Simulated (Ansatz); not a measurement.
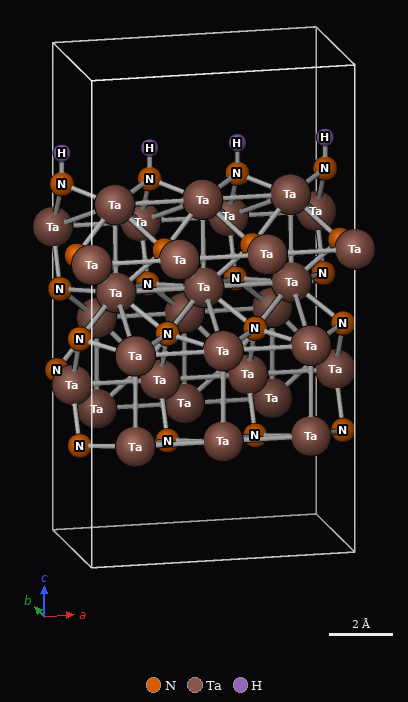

Fig. 1: The structure as given in the input (ball-and-stick view of the 3 × 1 repeat of the cell, with the vacuum cut short, seen slightly off an axis). An atom can appear more than once, as a periodic image.

## Geometry relaxation, with input and output: Ta$_{6}$HN$_{6}$ (part 1 of 3)

System: Ta$_{6}$HN$_{6}$ (slab, 13 atoms in the cell).
Method: DFT PBEsol, scalar-relativistic, plane waves, PAW, no spin polarisation (Ansatz 0.2.0).

The structure derives from an entry of the Crystallography Open Database. The input holds or restrains some coordinates. Forces given for the steps count only the free coordinates. It belongs to a series of runs on one base structure; here: H put at a top N site.

Input file
```yaml
crystal:
  lattice:
    - [2.8959972706, 0.0, 0.0]
    - [0.0, 5.1789208721, 0.0]
    - [0.0, 0.0, 27.013674995]
  atoms:
    - { symbol: "N", position: [0.0, 0.3033145292, 0.3146554477] }
    - { symbol: Ta, position: [0.5, 0.0, 0.3246234842] }
    - { symbol: Ta, position: [0.0, 0.5, 0.3799667753] }
    - { symbol: "N", position: [0.0, 0.8933709415, 0.3799667753] }
    - { symbol: Ta, position: [0.5, 0.0, 0.4353100664] }
    - { symbol: "N", position: [0.0, 0.3033145292, 0.445278103] }
    - { symbol: "N", position: [0.0, 0.8120351398, 0.4828190274] }
    - { symbol: Ta, position: [0.5, 0.5007561724, 0.4895877817] }
    - { symbol: Ta, position: [0.0, -0.0044633562, 0.5501881246] }
    - { symbol: "N", position: [0.0, 0.3848858409, 0.5436479008] }
    - { symbol: Ta, position: [0.5, 0.5315047172, 0.5954531779] }
    - { symbol: "N", position: [0.0, 0.7657687273, 0.6131506824] }
    - { symbol: H, position: [0.0, 0.7657687273, 0.6509093361] }
basis:
  ecutwfc: 420
kpoints:
  mp_grid: { grid: [10, 6, 1] }
hamiltonian:
  xc: pbesol
scf:
  occupations: { method: gaussian, width: 0.1 }
output:
  forces: true
  eigenvalues: true
  write_density: true
  write_potential: true
  elf: true
  volumetric_format: npy
relax:
  adjacent_minimum: "off"
  f_tol: 0.03
  max_steps: 70
  constraints: [{ sites: [0, 1, 2, 3, 4, 5] }]
efield:
  axis: 3
  dipole_correction: true
  ramp_width: 0.04
```

Launched with:
```bash
ansatz run input.yaml --threads 2 --pin off --max-ram 5120MiB --backend cpu --events-out ev --progress --plain --runs-dir out
```

Output
```
Engine: ansatz 0.2.0, x86_64-unknown-linux-gnu
Pseudopotentials: kind: paw
Pseudopotential: N, paw, valence charge 5, recommended cutoff 420 eV (normal), N.paw.azcp
Pseudopotential: Ta, paw, valence charge 13, recommended cutoff 420 eV (normal), Ta.paw.azcp
Pseudopotential: H, paw, valence charge 1, recommended cutoff 420 eV (normal), H.paw.azcp
Functional definition: PBEsol
  exchange = pbesol_x
  correlation = pbesol_c
Crystal: 13 atoms, lattice volume = 405.155 Å³
Basis set: ecut = 420 eV, 7851 PW (Γ), exchange–correlation on 40×72×384 points (8 copies of the dense FFT grid, shifted against one another)
Bands: 68, of which v1, the nominal top of the filled ones, is band 55 counted from 1 (54 counted from 0)
Symmetry: 2 space group operations
Space group: Pm (ITA 6), of the structure as read, at distance tolerance 7.4e-5 Å
k-points: 24 of 60 (time reversal used)
Non-local potential: N, projectors of the file, l = 0: 2, l = 1: 2, l = 2: 1
Non-local potential: Ta, projectors of the file, l = 0: 3, l = 1: 2, l = 2: 2, l = 3: 1
Non-local potential: H, projectors of the file, l = 0: 2, l = 1: 1
PAW form: soft (Blöchl's): semilocal exchange-correlation on the pseudo side does not see the compensation charge
PAW frozen core: N, regenerated for the run's functional, and the local potential with it (the file was generated under x = pbe(κ = 0.804, μ = 0.2195149727645171), c = pbe(β = 0.06672455060314922))
PAW frozen core: Ta, regenerated for the run's functional, and the local potential with it (the file was generated under x = pbe(κ = 0.804, μ = 0.2195149727645171), c = pbe(β = 0.06672455060314922))
PAW one-centre angular grid: N, 110 points (default); XC on 64 Gauss nodes
PAW one-centre angular grid: Ta, 590 points (default); XC on 64 Gauss nodes
PAW one-centre angular grid: H, 110 points (default); XC on 64 Gauss nodes
Initial density: superposition of atomic densities (neutral atoms: chi_scale 0, normalization atom), corrected by the library's trained network
Initial wavefunctions: pseudopotential atomic-orbital guess
Functional: x = pbesol(κ = 0.804, μ = 0.12345679012345678), c = pbesol(β = 0.046)
SCF iter   1: F=—  HF=-61134.157351 eV  |F-HF|=—  |Δ(HF+E_count)|=         —  Δρ=1.18e-2  dr2=8.10e0  ethr=1.77e-3  p=0.069 e·Å  D=3.07e-2 V/Å  ΔV_dip=-0.83 eV  dr2_dipole=3.24e0  V_vac-E_F(+/−)=4.05/4.88 eV  ⟨swp⟩=9.8  Hψ=8849  notcnv=0  defer=2
efield: sawtooth ramp at fractional position 0.9628 (placed from the atoms, in the widest stretch of the axis that holds none; the zero of the levels goes with the place), width 0.0400; the density the first Hamiltonian is built on has a dipole p = 0.069 e·Å; the dipole correction subtracts the counter field D = 3.07e-2 V/Å, which shifts the + side's vacuum level by -0.83 eV against the − side's; the planar-averaged density in the ramp window peaks in size at 8.3e-6 e/Å³
preconditioner: auto → LDOS  [metal: Δε(μ)=0.013 eV  Ē_g=8.859 eV  σ=0.100 eV  W_gap=0.07  n_scr=54 (ndim 8)  ℏωp=14.4 eV  f_vac=0.585  D(μ)=7.39/eV (n_scr^D=36)  β→1.0]
SCF iter   2: F=—  HF=-61133.931503 eV  |F-HF|=—  |Δ(HF+E_count)|=   2.26e-1  Δρ=6.65e-3  dr2=6.05e-1  ethr=1.77e-3  p=0.109 e·Å  D=4.88e-2 V/Å  ΔV_dip=-1.32 eV  dr2_dipole=1.04e-1  V_vac-E_F(+/−)=3.33/4.65 eV  ⟨swp⟩=2.7  Hψ=2528  notcnv=0  defer=147
SCF iter   3: F=—  HF=-61133.896467 eV  |F-HF|=—  |Δ(HF+E_count)|=   3.50e-2  Δρ=1.86e-3  dr2=3.23e-2  ethr=5.55e-4  p=0.130 e·Å  D=5.80e-2 V/Å  ΔV_dip=-1.57 eV  dr2_dipole=4.13e-3  V_vac-E_F(+/−)=3.14/4.71 eV  ⟨swp⟩=2.0  Hψ=2111  notcnv=0  defer=148
SCF iter   4: F=—  HF=-61133.895769 eV  |F-HF|=—  |Δ(HF+E_count)|=   6.98e-4  Δρ=7.18e-4  dr2=8.58e-3  ethr=2.96e-5  p=0.135 e·Å  D=6.05e-2 V/Å  ΔV_dip=-1.63 eV  dr2_dipole=1.38e-3  V_vac-E_F(+/−)=3.04/4.67 eV  ⟨swp⟩=2.0  Hψ=2138  notcnv=0  defer=148
SCF iter   5: F=—  HF=-61133.896165 eV  |F-HF|=—  |Δ(HF+E_count)|=   3.96e-4  Δρ=3.72e-4  dr2=1.47e-3  ethr=7.87e-6  p=0.138 e·Å  D=6.15e-2 V/Å  ΔV_dip=-1.66 eV  dr2_dipole=3.25e-4  V_vac-E_F(+/−)=3.01/4.67 eV  ⟨swp⟩=1.4  Hψ=1644  notcnv=0  defer=148
SCF iter   6: F=—  HF=-61133.896252 eV  |F-HF|=—  |Δ(HF+E_count)|=   8.72e-5  Δρ=1.84e-4  dr2=2.69e-4  ethr=1.35e-6  p=0.139 e·Å  D=6.20e-2 V/Å  ΔV_dip=-1.67 eV  dr2_dipole=8.51e-5  V_vac-E_F(+/−)=2.99/4.67 eV  ⟨swp⟩=2.0  Hψ=2123  notcnv=0  defer=148
SCF iter   7: F=—  HF=-61133.896316 eV  |F-HF|=—  |Δ(HF+E_count)|=   6.35e-5  Δρ=8.68e-5  dr2=2.44e-5  ethr=2.47e-7  p=0.139 e·Å  D=6.20e-2 V/Å  ΔV_dip=-1.67 eV  dr2_dipole=3.27e-7  V_vac-E_F(+/−)=2.99/4.67 eV  ⟨swp⟩=1.8  Hψ=1903  notcnv=0  defer=148
SCF iter   8: F=-61133.896332 eV  HF=-61133.896328 eV  |F-HF|=3.96e-6  |Δ(HF+E_count)|=   1.22e-5  Δρ=3.72e-5  dr2=3.41e-6  ethr=2.06e-8  p=0.139 e·Å  D=6.20e-2 V/Å  ΔV_dip=-1.67 eV  dr2_dipole=7.25e-8  V_vac-E_F(+/−)=3.00/4.67 eV  ⟨swp⟩=28.3  Hψ=19761  notcnv=0
SCF 1 converged in 8 iterations: F = -61133.896332 eV  dr2 = 3.41e-6
  Residual-converged pass: ⟨swp⟩=1.1  Hψ=1730  notcnv=0  max |occ|·‖R‖ = 7.0e-9 eV (tolerance 1.0e-8 eV)  dr2=3.41e-6  dr2_onsite=2.46e-8  max |Δocc| = 2.5e-10
  greatest PAW one-centre occupation: 1.000 electrons in one spin orbital (limit 2), on the Ta atom at site 2 (counted from 0), in its partial waves of l = 0
relax step   1: F+E_penalty+E_count = -61133.89633182 eV  Δ(F+E_penalty+E_count) = +0.000e0 eV  max|allowed force component| = 4.073e0 eV/Å  Δτ_max = 0.0000 Å  (8 SCF iters, dr2 threshold 2.25e-5 eV, accepted)
Initial density: handed on by an earlier stage of this run
Initial wavefunctions: those handed on with the density
iter 1 solved again at ethr=2.16e-3 eV; its pass at ethr=3.10e-3 eV (dr2=2.36e0 eV) is discarded
SCF iter   1: F=—  HF=-61134.519712 eV  |F-HF|=—  |Δ(HF+E_count)|=         —  Δρ=9.51e-3  dr2=2.38e0  ethr=2.16e-3  p=0.139 e·Å  D=6.20e-2 V/Å  ΔV_dip=-1.67 eV  dr2_dipole=1.06e0  V_vac-E_F(+/−)=3.06/4.73 eV  ⟨swp⟩=1.0  Hψ=6123  notcnv=0  defer=82
efield: sawtooth ramp at fractional position 0.9628 (handed on by an earlier solve), width 0.0400; the density the first Hamiltonian is built on has a dipole p = 0.139 e·Å; the dipole correction subtracts the counter field D = 6.20e-2 V/Å, which shifts the + side's vacuum level by -1.67 eV against the − side's; the planar-averaged density in the ramp window peaks in size at 2.8e-6 e/Å³
preconditioner: auto → LDOS  [metal: Δε(μ)=0.009 eV  Ē_g=8.804 eV  σ=0.100 eV  W_gap=0.05  n_scr=54 (ndim 8)  ℏωp=14.4 eV  f_vac=0.581  D(μ)=8.76/eV (n_scr^D=42)  β→1.0]
SCF iter   2: F=—  HF=-61134.452666 eV  |F-HF|=—  |Δ(HF+E_count)|=   6.70e-2  Δρ=3.76e-3  dr2=6.16e-2  ethr=2.16e-3  p=0.125 e·Å  D=5.57e-2 V/Å  ΔV_dip=-1.50 eV  dr2_dipole=9.33e-4  V_vac-E_F(+/−)=3.20/4.70 eV  ⟨swp⟩=2.2  Hψ=2406  notcnv=0  defer=83
SCF iter   3: F=—  HF=-61134.445705 eV  |F-HF|=—  |Δ(HF+E_count)|=   6.96e-3  Δρ=1.38e-3  dr2=1.89e-2  ethr=5.65e-5  p=0.134 e·Å  D=5.99e-2 V/Å  ΔV_dip=-1.62 eV  dr2_dipole=4.95e-3  V_vac-E_F(+/−)=3.08/4.70 eV  ⟨swp⟩=2.4  Hψ=2773  notcnv=0  defer=135
SCF iter   4: F=—  HF=-61134.444079 eV  |F-HF|=—  |Δ(HF+E_count)|=   1.63e-3  Δρ=5.81e-4  dr2=4.17e-3  ethr=1.73e-5  p=0.134 e·Å  D=6.01e-2 V/Å  ΔV_dip=-1.62 eV  dr2_dipole=1.42e-3  V_vac-E_F(+/−)=3.07/4.70 eV  ⟨swp⟩=2.0  Hψ=2403  notcnv=0  defer=131
SCF iter   5: F=—  HF=-61134.443988 eV  |F-HF|=—  |Δ(HF+E_count)|=   9.14e-5  Δρ=2.49e-4  dr2=5.11e-4  ethr=3.82e-6  p=0.135 e·Å  D=6.03e-2 V/Å  ΔV_dip=-1.63 eV  dr2_dipole=1.29e-4  V_vac-E_F(+/−)=3.07/4.70 eV  ⟨swp⟩=2.0  Hψ=1992  notcnv=0  defer=131
SCF iter   6: F=—  HF=-61134.444031 eV  |F-HF|=—  |Δ(HF+E_count)|=   4.31e-5  Δρ=1.44e-4  dr2=1.18e-4  ethr=4.69e-7  p=0.136 e·Å  D=6.06e-2 V/Å  ΔV_dip=-1.64 eV  dr2_dipole=2.27e-5  V_vac-E_F(+/−)=3.06/4.70 eV  ⟨swp⟩=2.0  Hψ=2139  notcnv=0  defer=131
SCF iter   7: F=-61134.444054 eV  HF=-61134.444051 eV  |F-HF|=2.88e-6  |Δ(HF+E_count)|=   2.06e-5  Δρ=7.46e-5  dr2=1.83e-5  ethr=9.17e-8  p=0.136 e·Å  D=6.08e-2 V/Å  ΔV_dip=-1.64 eV  dr2_dipole=1.12e-6  V_vac-E_F(+/−)=3.06/4.70 eV  ⟨swp⟩=24.2  Hψ=18988  notcnv=0
SCF 2 converged in 7 iterations: F = -61134.444054 eV  dr2 = 1.83e-5
[... from here on the iterations of each SCF are left out, up to the last one ...]
relax step   2: F+E_penalty+E_count = -61134.44405413 eV  Δ(F+E_penalty+E_count) = -5.477e-1 eV  max|allowed force component| = 1.196e0 eV/Å  Δτ_max = 0.1935 Å  (7 SCF iters, dr2 threshold 1.00e-4 eV, accepted)
efield: sawtooth ramp at fractional position 0.9628 (handed on by an earlier solve), width 0.0400; the density the first Hamiltonian is built on has a dipole p = 0.136 e·Å; the dipole correction subtracts the counter field D = 6.08e-2 V/Å, which shifts the + side's vacuum level by -1.64 eV against the − side's; the planar-averaged density in the ramp window peaks in size at 2.6e-6 e/Å³
eigensolver tolerance schedule calibrated: the retry pair's looser diagonalisation under-reported the residual by θ = 0.08 (0.12/decade); ethr = c·dr2/N_el runs at the constant in force after the calibration composes with the one it found (an armed cap, an earlier calibration), c = 7.0e-2
preconditioner: auto → LDOS  [metal: Δε(μ)=0.002 eV  Ē_g=8.775 eV  σ=0.100 eV  W_gap=0.01  n_scr=54 (ndim 8)  ℏωp=14.4 eV  f_vac=0.582  D(μ)=9.45/eV (n_scr^D=46)  β→1.0]
SCF 3 converged in 6 iterations: F = -61134.585083 eV  dr2 = 8.78e-6
relax step   3: F+E_penalty+E_count = -61134.58508270 eV  Δ(F+E_penalty+E_count) = -1.410e-1 eV  max|allowed force component| = 1.599e0 eV/Å  Δτ_max = 0.1949 Å  (6 SCF iters, dr2 threshold 8.95e-5 eV, accepted)
efield: sawtooth ramp at fractional position 0.9628 (handed on by an earlier solve), width 0.0400; the density the first Hamiltonian is built on has a dipole p = 0.131 e·Å; the dipole correction subtracts the counter field D = 5.87e-2 V/Å, which shifts the + side's vacuum level by -1.58 eV against the − side's; the planar-averaged density in the ramp window peaks in size at 3.5e-6 e/Å³
preconditioner: auto → LDOS  [metal: Δε(μ)=0.020 eV  Ē_g=8.772 eV  σ=0.100 eV  W_gap=0.11  n_scr=54 (ndim 8)  ℏωp=14.4 eV  f_vac=0.582  D(μ)=9.53/eV (n_scr^D=46)  β→1.0]
SCF 4 converged in 5 iterations: F = -61134.662219 eV  dr2 = 5.28e-5
relax step   4: F+E_penalty+E_count = -61134.66221852 eV  Δ(F+E_penalty+E_count) = -7.714e-2 eV  max|allowed force component| = 1.365e0 eV/Å  Δτ_max = 0.1929 Å  (5 SCF iters, dr2 threshold 1.00e-4 eV, accepted)
efield: sawtooth ramp at fractional position 0.9628 (handed on by an earlier solve), width 0.0400; the density the first Hamiltonian is built on has a dipole p = 0.119 e·Å; the dipole correction subtracts the counter field D = 5.32e-2 V/Å, which shifts the + side's vacuum level by -1.44 eV against the − side's; the planar-averaged density in the ramp window peaks in size at 4.0e-6 e/Å³
preconditioner: auto → LDOS  [metal: Δε(μ)=0.046 eV  Ē_g=8.852 eV  σ=0.100 eV  W_gap=0.25  n_scr=54 (ndim 8)  ℏωp=14.4 eV  f_vac=0.583  D(μ)=6.45/eV (n_scr^D=36)  β→1.0]
SCF 5 converged in 6 iterations: F = -61134.712596 eV  dr2 = 1.64e-5
relax step   5: F+E_penalty+E_count = -61134.71259582 eV  Δ(F+E_penalty+E_count) = -5.038e-2 eV  max|allowed force component| = 1.633e0 eV/Å  Δτ_max = 0.2000 Å  (6 SCF iters, dr2 threshold 1.00e-4 eV, accepted)
efield: sawtooth ramp at fractional position 0.9628 (handed on by an earlier solve), width 0.0400; the density the first Hamiltonian is built on has a dipole p = 0.098 e·Å; the dipole correction subtracts the counter field D = 4.39e-2 V/Å, which shifts the + side's vacuum level by -1.19 eV against the − side's; the planar-averaged density in the ramp window peaks in size at 3.4e-6 e/Å³
preconditioner: auto → LDOS  [metal: Δε(μ)=0.043 eV  Ē_g=8.815 eV  σ=0.100 eV  W_gap=0.23  n_scr=54 (ndim 8)  ℏωp=14.4 eV  f_vac=0.584  D(μ)=7.01/eV (n_scr^D=36)  β→1.0]
SCF 6 converged in 5 iterations: F = -61134.766213 eV  dr2 = 9.73e-6
relax step   6: F+E_penalty+E_count = -61134.76621344 eV  Δ(F+E_penalty+E_count) = -5.362e-2 eV  max|allowed force component| = 1.682e-1 eV/Å  Δτ_max = 0.0724 Å  (5 SCF iters, dr2 threshold 1.00e-4 eV, accepted)
efield: sawtooth ramp at fractional position 0.9628 (handed on by an earlier solve), width 0.0400; the density the first Hamiltonian is built on has a dipole p = 0.101 e·Å; the dipole correction subtracts the counter field D = 4.49e-2 V/Å, which shifts the + side's vacuum level by -1.21 eV against the − side's; the planar-averaged density in the ramp window peaks in size at 3.0e-6 e/Å³
preconditioner: auto → LDOS  [metal: Δε(μ)=0.040 eV  Ē_g=8.817 eV  σ=0.100 eV  W_gap=0.22  n_scr=54 (ndim 8)  ℏωp=14.4 eV  f_vac=0.583  D(μ)=7.27/eV (n_scr^D=36)  β→1.0]
SCF 7 converged in 5 iterations: F = -61134.769295 eV  dr2 = 1.45e-6
```
